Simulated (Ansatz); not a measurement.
Geometry relaxation, with input and output: InAs (part 2 of 2)

The same run, continued: InAs (2 atoms in the cell); DFT PBE, scalar-relativistic, plane waves, PAW, no spin polarisation (Ansatz 0.2.0); cutoff 420 eV, 12×12×12 k-mesh, Gaussian smearing of 0.1 eV. The structure derives from an entry of the Crystallography Open Database.

Geometry of the input (Å; fractional positions):
```
0.0000  3.0240  3.0240
3.0240  0.0000  3.0240
3.0240  3.0240  0.0000
In 0.0000  0.0000  0.0000
As 0.7500  0.7500  0.7500
```

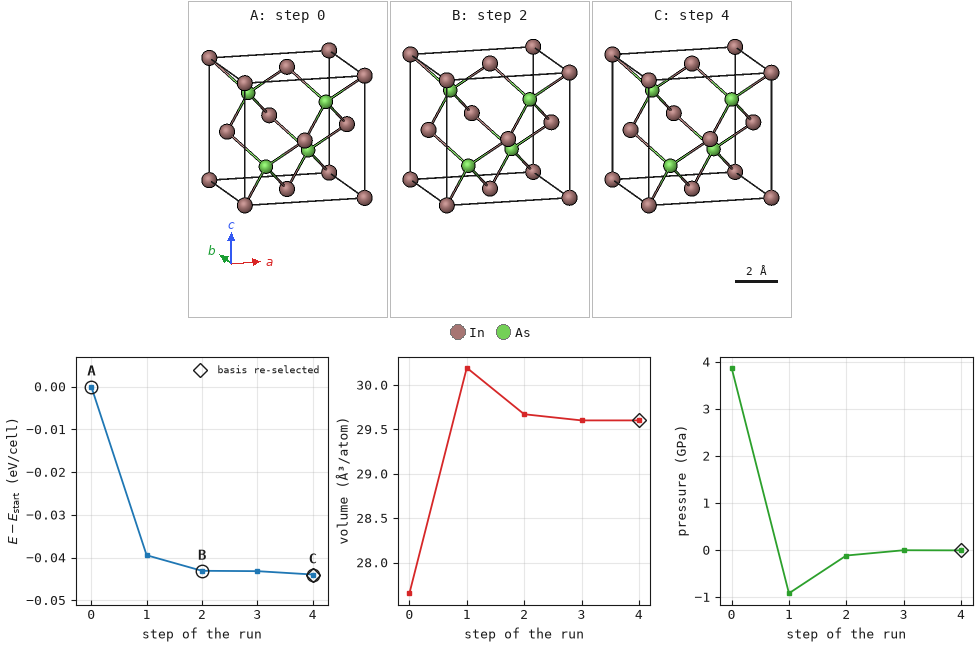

**Figure 1.** Frames of the relaxation (ball-and-stick view of the cell 4 times as large as that of the calculation, set on its symmetry axes, seen slightly off an axis) above the curves, on which the letters mark them (the first geometry is step 0 here and step 1 in the log).

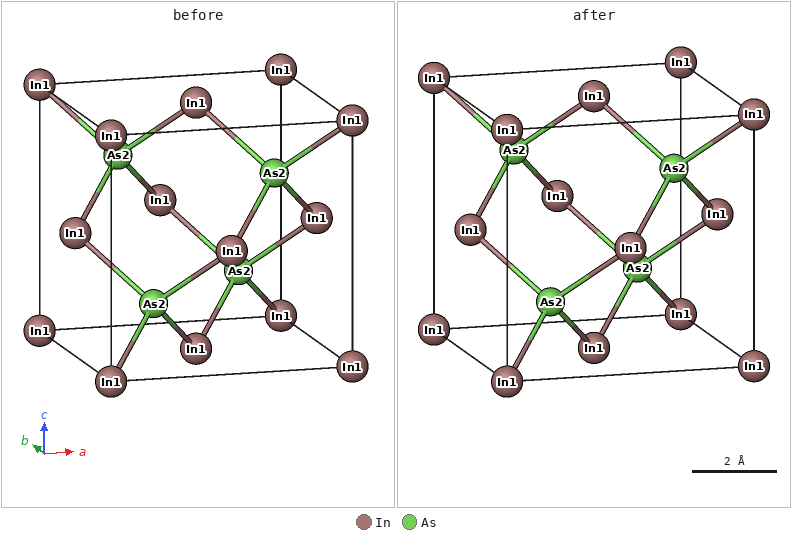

**Figure 2.** Before (left) and after (right) the relaxation, at one scale (ball-and-stick view of the cell 4 times as large as that of the calculation, set on its symmetry axes, seen slightly off an axis). The atoms keep their places relative to the cell (all moves are under 0.005 Å). The drawn cell changes as follows: a = b = c 6.048 → 6.187 Å (+2.3 %); the volume changes by +7.0 %. Among the contacts that change: In1–As2 2.619 → 2.679 Å. The space group stays F-43m (No. 216). The energy falls by 43.2 meV per cell of the calculation in 3 geometry steps. All forces vanish by symmetry, so only the cell relaxes. The pressure goes from 3.87 to −0.01 GPa. A last SCF at the same geometry on a re-selected plane-wave basis shifts the energy by −0.8 meV per cell of the calculation. (Atoms are counted from 1 in the order of the input.)

```
basis re-selected at this cell: Δ(F+E_penalty+E_count) = -7.844e-4 eV, ΔP = -0.003 GPa vs the last step (what re-selecting the basis moved, of the pressure what is left beyond the Pulay correction that the steps carried, after the strain that the cell walked since its last selection, with what the two solves' SCF thresholds leave and, on support functions, any second-order correction that the steps lacked; it is no measure of the basis error at this ecutwfc). This SCF's stress stands 7.81e-3 GPa from its target on what of the cell is left free (relax.cell.stress_tol is 5.00e-2 GPa) and its largest allowed force component is 2.92e-17 eV/Å (relax.f_tol is 5.00e-3 eV/Å): within both
SCF converged after 6 iterations
Free energy (F): -10454.469213 eV
Harris-Foulkes:  -10454.469213 eV  (|F-HF|=1.82e-12)
Internal energy: -10454.469054 eV  (E = F + TS)
E sigma→0 (E₀):  -10454.469133 eV
Entropy (-TS):   -0.000159 eV (-0.079 meV/atom)
Fermi energy:    7.027744 eV
--- Per-component energies (eV) ---
  E_band       = -333.061631
  E_kinetic    = 345.279647
  E_local      = -3366.269373  (includes V_loc(G=0)·N_el)
  E_nonlocal   = -303.383932
  E_hartree    = 1620.572127
  E_xc         = -293.863855
  E_vxc        = -177.697269  (∫ρ·V_xc dr)
  E_paw        = -5990.601852  (= ΣΔE_a)
  E_vpaw       = -72.134973  (= ΣTr[D̂ρ^β])
  E_aug_tail   = 0.000034  (compensation charges beyond the density's cutoff)
  E_ewald      = -2466.201850
  E_smearing   = -0.000159  (= −TS)
  E_closure    = 0.000000  (closes the sum)
  Σ components = -10454.469213   (vs F -10454.469213, Δ=0.00e0)
--- Forces (eV/Å), atoms counted from 1 ---
  atom   1  In    -0.00000000    -0.00000000     0.00000000
  atom   2  As     0.00000000     0.00000000    -0.00000000
  max |Σ_I F_I| component: 4.34e-17 eV/Å
--- Stress (GPa, compression-positive) ---
       -0.007811      -0.000000      -0.000000
       -0.000000      -0.007811       0.000000
       -0.000000       0.000000      -0.007811
  P = ⅓ Tr σ = -0.0078 GPa (-0.078 kbar)
--- Band table (eV; the first three rows and the last of 72) ---
  k-point 0: bands = ["-27.9406", "-27.9406", "-27.9406", "-27.9346", "-27.9346", "-7.2996", "-7.2996", "-7.2996", "-7.2000", "-7.2000", "-4.4808", "6.4183", "6.9625", "6.9625", "6.9625", "10.8446", "10.8446", "10.8446"]
  k-point 1: bands = ["-27.9407", "-27.9406", "-27.9406", "-27.9346", "-27.9346", "-7.3064", "-7.2975", "-7.2975", "-7.2000", "-7.2000", "-4.4169", "5.5799", "6.8817", "6.8817", "7.5865", "10.8553", "10.9676", "10.9676"]
  k-point 2: bands = ["-27.9407", "-27.9406", "-27.9406", "-27.9346", "-27.9346", "-7.3245", "-7.2919", "-7.2919", "-7.1999", "-7.1999", "-4.2326", "4.4627", "6.6834", "6.6834", "8.0097", "11.1578", "11.2528", "11.2528"]
  k-point 71: bands = ["-27.9406", "-27.9406", "-27.9403", "-27.9346", "-27.9344", "-7.4230", "-7.2605", "-7.2409", "-7.2117", "-7.1932", "-2.7102", "1.5391", "4.2916", "4.3851", "10.8814", "11.2349", "11.7784", "13.0190"]
--- Relaxed structure (4 steps of the walk, 4 accepted, 1 SCFs on fresh bases) ---
  F+E_penalty+E_count = -10454.46921251 eV   max|allowed force component| = 2.920e-17 eV/Å   (the final SCF, on the basis selected at the relaxed cell)
  cell:  # Å, volume = 59.2011 Å³
    - [-3.892655080884298e-33, 3.093379661394225, 3.093379661394225]
    - [3.093379661394225, 5.5852693144153496e-33, 3.093379661394225]
    - [3.093379661394225, 3.093379661394225, 6.623451354222051e-33]
  atoms:
    - { symbol: In, position: [6.421889419942008e-34, -4.935832364087659e-34, -1.0349325924699928e-33] }
    - { symbol: As, position: [0.75, 0.75, 0.75] }
```

## Trajectory as extended XYZ (Å, eV, eV/Å), 5 frames, from step=1 to step=5
```
2
Lattice="0.0000 3.0240 3.0240 3.0240 0.0000 3.0240 3.0240 3.0240 0.0000" Properties=species:S:1:pos:R:3:forces:R:3 step=1 energy=-10454.42524 pressure_GPa=3.87
In    0.0000    0.0000    0.0000    0.0000   0.0000   0.0000
As    4.5360    4.5360    4.5360    0.0000   0.0000   0.0000
2
Lattice="0.0000 3.1139 3.1139 3.1139 0.0000 3.1139 3.1139 3.1139 0.0000" Properties=species:S:1:pos:R:3:forces:R:3 step=2 energy=-10454.46470 pressure_GPa=-0.92
In    0.0000    0.0000    0.0000    0.0000   0.0000   0.0000
As    4.6708    4.6708    4.6708    0.0000   0.0000   0.0000
2
Lattice="0.0000 3.0958 3.0958 3.0958 0.0000 3.0958 3.0958 3.0958 0.0000" Properties=species:S:1:pos:R:3:forces:R:3 step=3 energy=-10454.46835 pressure_GPa=-0.12
In    0.0000    0.0000    0.0000    0.0000   0.0000   0.0000
As    4.6437    4.6437    4.6437    0.0000   0.0000   0.0000
2
Lattice="0.0000 3.0934 3.0934 3.0934 0.0000 3.0934 3.0934 3.0934 0.0000" Properties=species:S:1:pos:R:3:forces:R:3 step=4 energy=-10454.46843 pressure_GPa=-0.00
In    0.0000    0.0000    0.0000    0.0000   0.0000   0.0000
As    4.6401    4.6401    4.6401    0.0000   0.0000   0.0000
2
Lattice="0.0000 3.0934 3.0934 3.0934 0.0000 3.0934 3.0934 3.0934 0.0000" Properties=species:S:1:pos:R:3:forces:R:3 step=5 energy=-10454.46921 pressure_GPa=-0.01
In    0.0000    0.0000    0.0000    0.0000   0.0000   0.0000
As    4.6401    4.6401    4.6401    0.0000   0.0000   0.0000
```

## Key numbers

| quantity | value |
| --- | --- |
| outcome | converged |
| space group (tolerance 0.01 Å) | F-43m (216) |
| electrons treated | 28 |
| free energy | −10454.4692 eV |
| Fermi energy | 7.028 eV |
| gap on the k-point mesh | none (metallic) |
| pressure | −0.01 GPa |
| final volume | 59.20 Å³ |
| largest force (length of the vector) at the end | under 0.001 eV/Å |
| final cell | a = 4.375 Å, b = 4.375 Å, c = 4.375 Å, α = 60.00°, β = 60.00°, γ = 60.00° |
| hardware | 4 threads of Intel Xeon @ 2.50GHz (Skylake/Cascade Lake), 192 GiB of memory available, shared host |
| wall time | 25 s (CPU time 90 s) |
| peak memory | 0.51 GiB |
